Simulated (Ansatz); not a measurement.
## MgO: geometry relaxation

System: MgO (Fm-3m, 2 atoms in the cell).
Method: DFT, PBE, PAW with Ansatz's default frozen-core files, scalar-relativistic, no spin polarisation (Ansatz 0.2.0).

The structure was built on a prototype by a generator; it need not be a known phase. It belongs to a series of runs on one base structure; here: rocksalt relaxed under pressure, PAW files. Figures and captions count atoms from 1; the log counts them from 0 in places.

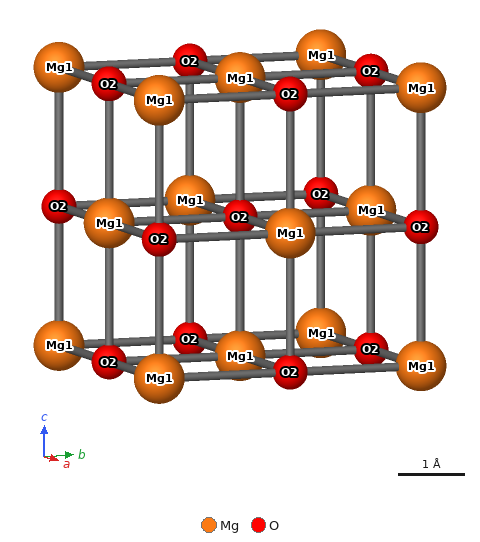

**Figure 1.** The structure as given in the input (ball-and-stick view of the cell 4 times as large as that of the calculation, set on its symmetry axes, seen slightly off an axis; atoms are numbered from 1 in the order of the input).

### Summary

- outcome: converged
- space group (tolerance 0.01 Å): Fm-3m (225)
- electrons treated: 16
- free energy: −2494.1390 eV
- Fermi energy: 10.158 eV
- gap on the k-point mesh: 4.46 eV
- pressure: −0.01 GPa
- final volume: 19.24 Å³
- largest force (length of the vector) at the end: under 0.001 eV/Å
- final cell: a = 3.008 Å, b = 3.008 Å, c = 3.008 Å, α = 60.00°, β = 60.00°, γ = 60.00°
- hardware: 1 thread of Intel Xeon @ 2.50GHz (Skylake/Cascade Lake), 64 GiB of memory available, shared host
- wall time: 5.5 s
- peak memory: 0.36 GiB

### The input
```yaml
crystal:
  lattice:
    - [0.0, 2.12694318, 2.12694318]
    - [2.12694318, 0.0, 2.12694318]
    - [2.12694318, 2.12694318, 0.0]
  atoms:
    - { symbol: Mg, position: [0.0, 0.0, 0.0] }
    - { symbol: O, position: [0.5, 0.5, 0.5] }
kpoints:
  mp_grid: { grid: [15, 15, 15] }
scf:
  occupations: { method: fermi_dirac, width: 0.08 }
hamiltonian:
  xc: pbe
  pseudopotentials: { kind: paw }
output:
  forces: true
  stress: true
  eigenvalues: true
  write_density: true
  write_potential: true
  elf: true
  volumetric_format: npy
relax:
  f_tol: 0.005
  max_steps: 40
  cell: { p_target: -0.0091, stress_tol: 0.03 }
```

Launched with:
```bash
ansatz run input.yaml --threads 1 --pin off --max-ram 3584MiB --backend cpu --events-out ev --progress --plain --runs-dir out
```

### The program's output
```
Engine: ansatz 0.2.0, x86_64-unknown-linux-gnu
Pseudopotentials: kind: paw
Pseudopotential: Mg, paw, valence charge 10, recommended cutoff 420 eV (normal), Mg.paw.azcp
Pseudopotential: O, paw, valence charge 6, recommended cutoff 420 eV (normal), O.paw.azcp
Functional definition: PBE
  parameter kappa = 0.804
  parameter beta = 0.06672455060314922
  exchange = pbe_x(kappa = kappa, mu = beta*pi^2/3)
  correlation = pbe_c(beta = beta)
Crystal: 2 atoms, lattice volume = 19.244 Å³
Basis set: ecut = 420 eV, 339 PW (Γ), exchange–correlation on 48×48×48 points (8 copies of the dense FFT grid, shifted against one another)
Bands: 12, of which v1, the nominal top of the filled ones, is band 8 counted from 1 (7 counted from 0)
Symmetry: 48 space group operations
Space group: Fm-3m (ITA 225), of the structure as read, at distance tolerance 2.7e-5 Å
k-points: 120 of 3375
Non-local potential: Mg, projectors of the file, l = 0: 3, l = 1: 2, l = 2: 1
Non-local potential: O, projectors of the file, l = 0: 2, l = 1: 2, l = 2: 1
PAW form: soft (Blöchl's): semilocal exchange-correlation on the pseudo side does not see the compensation charge
PAW one-centre angular grid: Mg, 110 points (default); XC on 64 Gauss nodes
PAW one-centre angular grid: O, 110 points (default); XC on 64 Gauss nodes
Initial density: superposition of atomic densities (neutral atoms: chi_scale 0, normalization atom), corrected by the library's trained network
Initial wavefunctions: pseudopotential atomic-orbital guess
Functional: x = pbe(κ = 0.804, μ = 0.2195149727645171), c = pbe(β = 0.06672455060314922)
SCF iter   1: F=—  HF=-2494.138770 eV  |F-HF|=—  |Δ(HF+E_count)|=         —  Δρ=6.96e-4  dr2=4.10e-5  ethr=1.77e-3  ⟨swp⟩=5.2  Hψ=8142  notcnv=0
preconditioner: auto → none  [insulator: Δε(μ)=4.461 eV  Ē_g=18.201 eV  σ=0.080 eV  W_gap=1.00  n_scr=8 (ndim 8)  ℏωp=23.9 eV  f_vac=0.000  D(μ)=0.00/eV (n_scr^D=0)  ε∞_Penn≈2.7]
SCF iter   2: F=—  HF=-2494.138915 eV  |F-HF|=—  |Δ(HF+E_count)|=   1.45e-4  Δρ=3.62e-4  dr2=1.03e-5  ethr=2.56e-7  ⟨swp⟩=2.7  Hψ=3603  notcnv=0
SCF iter   3: F=—  HF=-2494.138935 eV  |F-HF|=—  |Δ(HF+E_count)|=   2.07e-5  Δρ=1.98e-4  dr2=2.29e-6  ethr=6.47e-8  ⟨swp⟩=1.9  Hψ=1790  notcnv=0
SCF iter   4: F=—  HF=-2494.138953 eV  |F-HF|=—  |Δ(HF+E_count)|=   1.75e-5  Δρ=3.93e-5  dr2=1.86e-7  ethr=1.43e-8  ⟨swp⟩=2.0  Hψ=1920  notcnv=0
iter 5 did not close the SCF: its close was put off for the readings that it lacked (scf_convergence_deferred on its scf_iter line)
SCF iter   5: F=-2494.138953 eV  HF=-2494.138953 eV  |F-HF|=1.92e-8  |Δ(HF+E_count)|=   7.17e-9  Δρ=1.28e-5  dr2=2.24e-8  ethr=1.16e-9  ⟨swp⟩=2.0  Hψ=1651  notcnv=0
SCF iter   6: F=-2494.138953 eV  HF=-2494.138953 eV  |F-HF|=4.88e-9  |Δ(HF+E_count)|=   4.97e-9  Δρ=6.18e-6  dr2=5.69e-9  ethr=1.40e-10  ⟨swp⟩=5.8  Hψ=6885  notcnv=0
SCF 1 converged in 6 iterations: F = -2494.138953 eV  dr2 = 5.69e-9
  greatest PAW one-centre occupation: 1.000 electrons in one spin orbital (limit 2), on the Mg atom at site 0 (counted from 0), in its partial waves of l = 0
relax step   1: F+E_penalty+E_count = -2494.13895280 eV  Δ(F+E_penalty+E_count) = +0.000e0 eV  max|allowed force component| = 4.431e-29 eV/Å  Δτ_max = 0.0000 Å  P = -0.009 GPa  Ω = 19.244 Å³  (6 SCF iters, dr2 threshold 1.00e-7 eV, accepted)
Initial density: handed on by an earlier stage of this run
Initial wavefunctions: pseudopotential atomic-orbital guess (no wavefunctions were taken with the density)
iter 1 solved again at ethr=1.83e-7 eV; its pass at ethr=3.10e-3 eV (dr2=2.92e-5 eV) is discarded
SCF iter   1: F=—  HF=-2494.138965 eV  |F-HF|=—  |Δ(HF+E_count)|=         —  Δρ=7.46e-6  dr2=8.66e-9  ethr=1.83e-7  ⟨swp⟩=2.9  Hψ=11878  notcnv=0
eigensolver tolerance schedule: the retry pair's looser diagonalisation over-reported the residual by 3374.86 of it (diagonalisation noise at 0.25 of the residual, at the tolerance the schedule requests for it); recorded, not acted on — ethr = c·dr2/N_el stays at c = 1.0e-1
preconditioner: auto → none  [insulator: Δε(μ)=4.460 eV  Ē_g=18.200 eV  σ=0.080 eV  W_gap=1.00  n_scr=8 (ndim 8)  ℏωp=23.9 eV  f_vac=0.000  D(μ)=0.00/eV (n_scr^D=0)  ε∞_Penn≈2.7]
SCF iter   2: F=—  HF=-2494.138953 eV  |F-HF|=—  |Δ(HF+E_count)|=   1.22e-5  Δρ=1.41e-6  dr2=1.61e-10  ethr=5.41e-11  ⟨swp⟩=2.1  Hψ=2414  notcnv=0
SCF iter   3: F=—  HF=-2494.138953 eV  |F-HF|=—  |Δ(HF+E_count)|=  8.46e-11  Δρ=4.24e-7  dr2=2.08e-11  ethr=1.01e-12  ⟨swp⟩=2.3  Hψ=2099  notcnv=0
iter 4 did not close the SCF: its close was put off for the readings that it lacked (scf_convergence_deferred on its scf_iter line)
SCF iter   4: F=-2494.138953 eV  HF=-2494.138953 eV  |F-HF|=4.55e-13  |Δ(HF+E_count)|=  7.73e-12  Δρ=1.11e-7  dr2=1.52e-12  ethr=1.00e-12  ⟨swp⟩=1.0  Hψ=1440  notcnv=0
iter 5 did not close the SCF: its close was put off for the readings that it lacked (scf_convergence_deferred on its scf_iter line)
SCF iter   5: F=-2494.138953 eV  HF=-2494.138953 eV  |F-HF|=0.00e0  |Δ(HF+E_count)|=  1.36e-12  Δρ=4.36e-9  dr2=1.19e-15  ethr=1.00e-12  ⟨swp⟩=1.0  Hψ=1440  notcnv=0
iter 6 did not close the SCF: its close was put off for the readings that it lacked (scf_convergence_deferred on its scf_iter line)
SCF iter   6: F=-2494.138953 eV  HF=-2494.138953 eV  |F-HF|=4.55e-13  |Δ(HF+E_count)|=  4.55e-13  Δρ=7.27e-10  dr2=4.42e-17  ethr=1.00e-12  ⟨swp⟩=1.0  Hψ=1440  notcnv=0
iter 7 did not close the SCF: its close was put off for the readings that it lacked (scf_convergence_deferred on its scf_iter line)
SCF iter   7: F=-2494.138953 eV  HF=-2494.138953 eV  |F-HF|=0.00e0  |Δ(HF+E_count)|=    0.00e0  Δρ=2.07e-10  dr2=8.58e-18  ethr=1.00e-12  ⟨swp⟩=1.0  Hψ=1440  notcnv=0
SCF iter   8: F=-2494.138953 eV  HF=-2494.138953 eV  |F-HF|=4.55e-13  |Δ(HF+E_count)|=    0.00e0  Δρ=7.93e-11  dr2=1.05e-18  ethr=1.00e-12  ⟨swp⟩=2.0  Hψ=3772  notcnv=0
SCF 2 converged in 8 iterations: F = -2494.138953 eV  dr2 = 1.05e-18
relax step   2: F+E_penalty+E_count = -2494.13895280 eV  Δ(F+E_penalty+E_count) = -3.153e-9 eV  max|allowed force component| = 7.205e-29 eV/Å  Δτ_max = 0.0000 Å  P = -0.009 GPa  Ω = 19.244 Å³  stress off target by 3.71e-4 GPa  SCF on the basis re-selected at this cell (its energy is not comparable with the rows above)  (8 SCF iters)
```

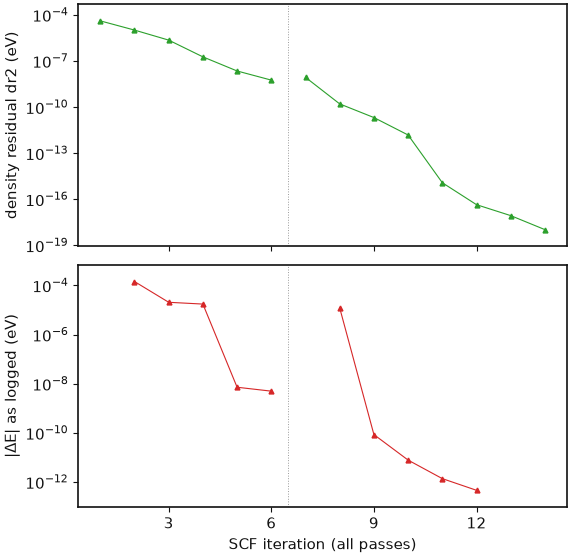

**Figure 2.** Convergence of the self-consistent field: density residual dr2 and size of the energy change against the SCF iteration. The dotted lines part the SCF passes of the relaxation: geometry steps, rejected trials and re-solves on a re-selected basis. The passes take 6 and 8 iterations.

```
basis re-selected at this cell: Δ(F+E_penalty+E_count) = -3.153e-9 eV, ΔP = +0.000 GPa vs the last step (what re-selecting the basis moved, of the pressure what is left beyond the Pulay correction that the steps carried, after the strain that the cell walked since its last selection, with what the two solves' SCF thresholds leave and, on support functions, any second-order correction that the steps lacked; it is no measure of the basis error at this ecutwfc). This SCF's stress stands 3.71e-4 GPa from its target on what of the cell is left free (relax.cell.stress_tol is 3.00e-2 GPa) and its largest allowed force component is 7.20e-29 eV/Å (relax.f_tol is 5.00e-3 eV/Å): within both
SCF converged after 8 iterations
Free energy (F): -2494.138953 eV
Harris-Foulkes:  -2494.138953 eV  (|F-HF|=4.55e-13)
Internal energy: -2494.138953 eV  (E = F + TS)
E sigma→0 (E₀):  -2494.138953 eV
Fermi energy:    10.158396 eV
--- Per-component energies (eV) ---
  E_band       = -298.671353
  E_kinetic    = 255.001952
  E_local      = -1621.031017  (includes V_loc(G=0)·N_el)
  E_nonlocal   = 142.755319
  E_hartree    = 560.988384
  E_xc         = -105.022290
  E_vxc        = -134.565526  (∫ρ·V_xc dr)
  E_paw        = -450.144180  (= ΣΔE_a)
  E_vpaw       = -62.811321  (= ΣTr[D̂ρ^β])
  E_aug_tail   = 0.002471  (compensation charges beyond the density's cutoff)
  E_ewald      = -1276.689593
  E_smearing   = -0.000000  (= −TS)
  E_closure    = 0.000000  (closes the sum)
  Σ components = -2494.138953   (vs F -2494.138953, Δ=0.00e0)
--- Forces (eV/Å), atoms counted from 1 ---
  atom   1  Mg    -0.00000000     0.00000000    -0.00000000
  atom   2  O      0.00000000    -0.00000000     0.00000000
  max |Σ_I F_I| component: 1.34e-28 eV/Å
--- Stress (GPa, compression-positive) ---
       -0.008729      -0.000000      -0.000000
       -0.000000      -0.008729      -0.000000
        0.000000       0.000000      -0.008729
  P = ⅓ Tr σ = -0.0087 GPa (-0.087 kbar)
--- Band table (eV; the first three rows and the last of 120) ---
  k-point 0: bands = ["-64.6296", "-31.3540", "-31.3540", "-31.3540", "-9.3318", "7.7730", "7.7730", "7.7730", "12.2331", "23.4230", "23.4230", "23.4230"]
  k-point 1: bands = ["-64.6292", "-31.3574", "-31.3544", "-31.3544", "-9.2854", "7.4624", "7.7434", "7.7434", "12.5378", "22.7482", "23.5285", "23.5285"]
  k-point 2: bands = ["-64.6283", "-31.3668", "-31.3554", "-31.3554", "-9.1512", "6.7266", "7.6625", "7.6625", "13.2490", "21.6096", "23.8021", "23.8021"]
  k-point 119: bands = ["-64.6197", "-31.4010", "-31.3983", "-31.3802", "-7.8254", "4.8204", "4.9977", "6.1383", "18.9638", "19.4140", "19.5989", "23.0853"]
--- Relaxed structure (1 steps of the walk, 1 accepted, 1 SCFs on fresh bases) ---
  F+E_penalty+E_count = -2494.13895280 eV   max|allowed force component| = 7.205e-29 eV/Å   (the final SCF, on the basis selected at the relaxed cell)
  cell:  # Å, volume = 19.2441 Å³
    - [0.0, 2.12694318, 2.12694318]
    - [2.12694318, 0.0, 2.12694318]
    - [2.12694318, 2.12694318, 0.0]
  atoms:
    - { symbol: Mg, position: [0.0, 0.0, 0.0] }
    - { symbol: O, position: [0.49999999999999994, 0.49999999999999994, 0.49999999999999994] }
```

### File v_z.tsv
```
# z_ang	v_es[eV]	v_tot[eV]
# format = ansatz-planar-average/11
# xc	pbe
# density_cutoff_ev	1680
# datasets	Mg=:simpson_from_first_knot:soft	O=:simpson_from_first_knot:soft
# lattice	0.000000000	2.126943180	2.126943180
# lattice	2.126943180	0.000000000	2.126943180
# lattice	2.126943180	2.126943180	0.000000000
# sites	2
# site	12	0.000000000	0.000000000	0.000000000
# site	8	2.126943180	2.126943180	2.126943180
0.000000	-2.652737e0	-1.218821e1
0.125331	-2.221673e0	-1.178572e1
0.250663	-9.943468e-1	-1.063159e1
0.375994	7.969195e-1	-8.944156e0
0.501325	2.869058e0	-6.999245e0
0.626657	4.723444e0	-5.305234e0
0.751988	5.659580e0	-4.614028e0
0.877319	5.695652e0	-4.926024e0
1.002651	5.283445e0	-5.737257e0
1.127982	4.696058e0	-6.734474e0
1.253313	4.104966e0	-7.696831e0
1.378645	3.678715e0	-8.362426e0
1.503976	3.526169e0	-8.589365e0
1.629307	3.678715e0	-8.362426e0
1.754639	4.104966e0	-7.696831e0
1.879970	4.696058e0	-6.734474e0
2.005301	5.283445e0	-5.737257e0
2.130633	5.695652e0	-4.926024e0
2.255964	5.659580e0	-4.614028e0
2.381295	4.723444e0	-5.305234e0
2.506627	2.869058e0	-6.999245e0
2.631958	7.969195e-1	-8.944156e0
2.757289	-9.943468e-1	-1.063159e1
2.882621	-2.221673e0	-1.178572e1
```

### Trajectory as extended XYZ (Å, eV, eV/Å), 2 frames, from step=1 to step=2
```
2
Lattice="0.0000 2.1269 2.1269 2.1269 0.0000 2.1269 2.1269 2.1269 0.0000" Properties=species:S:1:pos:R:3:forces:R:3 step=1 energy=-2494.13895 pressure_GPa=-0.01
Mg    0.0000    0.0000    0.0000    0.0000   0.0000   0.0000
O     2.1269    2.1269    2.1269    0.0000   0.0000   0.0000
2
Lattice="0.0000 2.1269 2.1269 2.1269 0.0000 2.1269 2.1269 2.1269 0.0000" Properties=species:S:1:pos:R:3:forces:R:3 step=2 energy=-2494.13895 pressure_GPa=-0.01
Mg    0.0000    0.0000    0.0000    0.0000   0.0000   0.0000
O     2.1269    2.1269    2.1269    0.0000   0.0000   0.0000
```

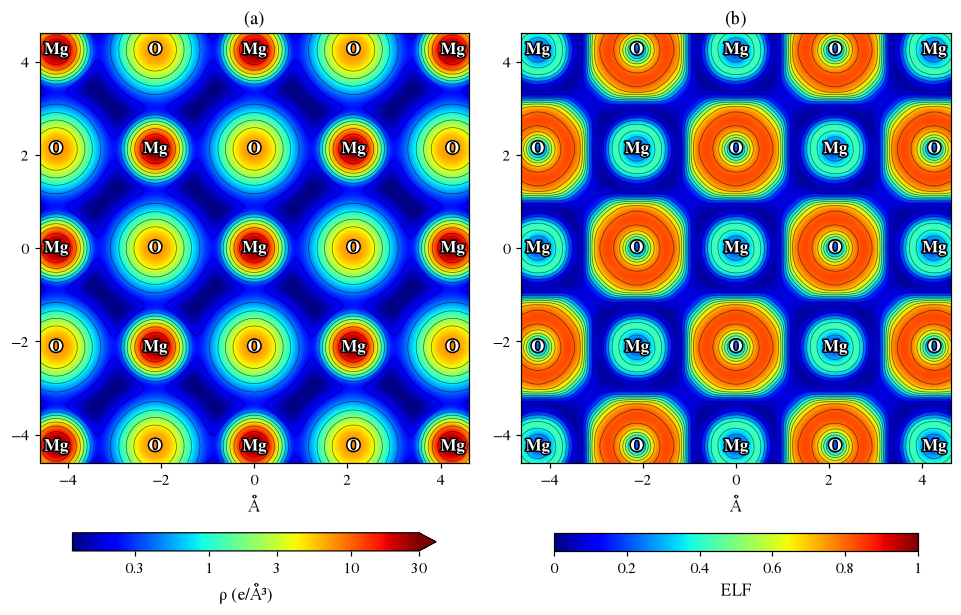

**Figure 3.** (a) valence pseudo-density; (b) ELF on the (100) plane of the conventional cell. Mg–O (2.13 Å): the density is about 0.32 e/Å³ at the midpoint; the ELF is about 0.35 at the midpoint, which marks a largely ionic contact. Away from the nuclei the density in this plane falls to 0.11 e/Å³ at its lowest. Core electrons are frozen (PAW), so the fields are smoothed inside the atomic spheres.

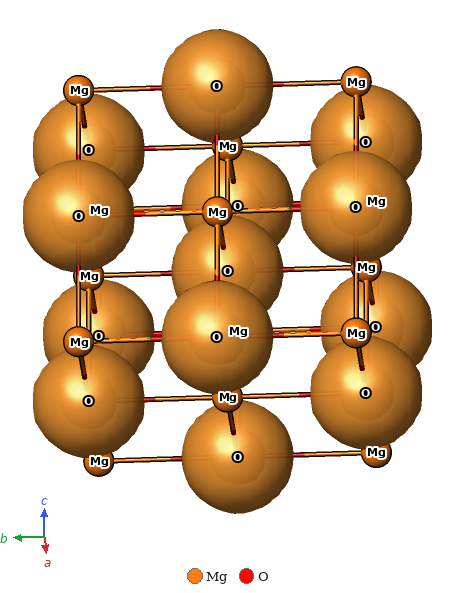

**Figure 4.** Isosurface of the ELF at 0.75 (orange), seen at an oblique angle. Core shells and regions of very low density are left out. Sticks mark near contacts. The outline is the cell set on symmetry axes. Values along the shortest contacts:
